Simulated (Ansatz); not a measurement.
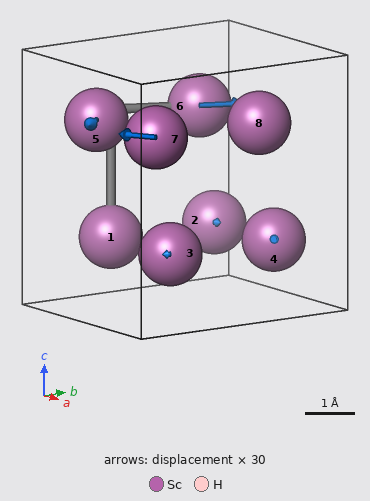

A relaxation of crystalline Sc8H (set up in P-6m2) (coarse preliminary run). The starting structure is drawn; blue arrows show the displacements (the part carried along by the change of the cell is left out), 30 times their true length.

The picture is a ball-and-stick view of the cell of the calculation, seen slightly off an axis.

Case: 1 H put on empty site 2 of 4 host cells, relaxed.

Computed with Ansatz 0.2.0, DFT r2SCAN, scalar-relativistic, plane waves, PAW. Set-up: plane-wave cutoff 500 eV; k-point mesh 3 × 3 × 4; occupations gaussian; smearing width 0.1 eV; no spin polarisation; cell and atoms relaxed; force threshold 0.0325 eV/Å; at most 70 steps.

What happened in the run?

The energy falls by 75.5 meV per cell of the calculation in 3 accepted moves (5 points after the start). Largest force component: 0.26 eV/Å at the start, 0.027 eV/Å at the end. The pressure goes from −1.95 to 0.01 GPa. The line search rejected the trial step at point 1 of the run. At 1 point the geometry stayed and the basis and grid were re-selected for the new cell (energy shift of 4.2 meV per cell of the calculation at most each time). The largest moves relative to the cell, 0.033 Å, are those of Sc atoms. H stays in place. The volume changes by −4.1 %, with a = b 6.760 → 6.720 Å (−0.6 %), c 5.264 → 5.107 Å (−3.0 %). Some distances before and after: Sc–Sc 3.276 → 3.195 Å, H–Sc 2.632 → 2.554 Å, Sc–Sc 3.380 → 3.303 Å, Sc–Sc 3.276 → 3.227 Å. The space group stays P-6m2 (No. 187).
